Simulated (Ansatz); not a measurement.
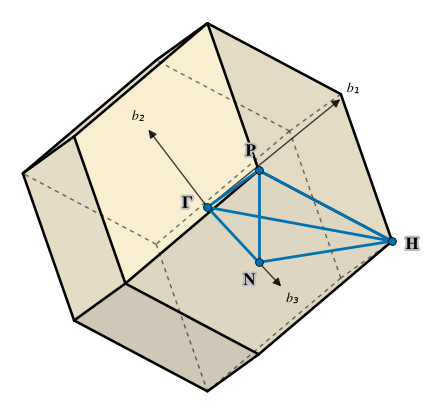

The first Brillouin zone and its special points. Crystal: Ga, the input geometry of an electronic-structure calculation (not necessarily at equilibrium); the starting structure was generated, so it need not be a known form of this composition. Symmetry computed with spglib at a tolerance of 0.002 Å; standard conventional cell.

Space group Im-3m, No. 229; a = 3.355 Å, b = 3.355 Å, c = 3.355 Å, α = 90.00°, β = 90.00°, γ = 90.00°.

Labels and path follow the convention of Hinuma et al. (2017), as computed by seekpath; the arrows show the directions of the reciprocal primitive vectors b₁, b₂, b₃, in which coordinates are given; lengths include the factor 2π.

List the special points with their coordinates and distances from Γ.

Answer.
```
point   k₁    k₂   k₃  length of k (1/Å)
    Γ    0     0    0              0.000
    H  1/2  −1/2  1/2              1.873
    P  1/4   1/4  1/4              1.622
    N    0     0  1/2              1.324
```

What is the zone's volume?

Answer. (2π)³ over the primitive cell's volume of 18.88 Å³: 13.1 Å⁻³.
